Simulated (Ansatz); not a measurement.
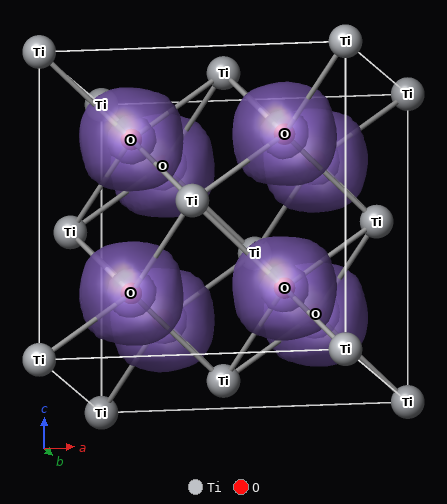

Figure. TiO2. Isosurface of the ELF at 0.7 (purple), seen at an oblique angle. Only the valence region is drawn (cores and ρ < 0.01 e/Å³ removed). Sticks mark near contacts.

Space group Fm-3m; started from the fluorite prototype, which need not be the ambient phase; computed without spin polarisation.

The calculation used Ansatz 0.2.0, DFT, HSE06, plane waves, PAW.

Input file:

```
crystal:
  lattice:
    - [0.0, 2.3968272547, 2.3968272547]
    - [2.3968272547, 0.0, 2.3968272547]
    - [2.3968272547, 2.3968272547, 0.0]
  atoms:
    - { symbol: Ti, position: [0.0, 0.0, 0.0] }
    - { symbol: O, position: [0.25, 0.25, 0.25] }
    - { symbol: O, position: [0.75, 0.75, 0.75] }
kpoints:
  mp_grid: { grid: [6, 6, 6] }
hamiltonian:
  xc: hse06
scf:
  occupations: { method: fermi_dirac, width: 0.02 }
relax:
  f_tol: 0.005
  cell: {}
output:
  write_density: true
  write_potential: true
  elf: true
  volumetric_format: npy
```

Run with:

```sh
ansatz run input.yaml --threads 2 --pin off --max-ram 2211MiB --backend cpu --events-out ev --progress --plain --runs-dir out
```

Below, planes, directions and counts refer to the conventional cell (a = 4.77 Å, b = 4.77 Å, c = 4.77 Å, α = 90.00°, β = 90.00°, γ = 90.00°).

The fields are those of the run's last geometry, not of the input's.

Q: Where are the electrons localised?

A: At this value the surface marks out eight regions wrapped around O (the valence shell of each), counted in one cell of 12 atoms. Any copies at cell faces, edges or corners count once. Along the contacts the grid gives the following. Ti–O (2.07 Å): the ELF peaks at about 0.85 in the valence shell of O, 0.6 Å from its nucleus, and is about 0.20 at the midpoint (no localised pair shows between them).

Q: Does the calculation give a band gap?

A: It is gapped, with a Kohn–Sham gap of 2.7 eV on the k-point mesh (the band edges may lie off the mesh, which would make the gap smaller).
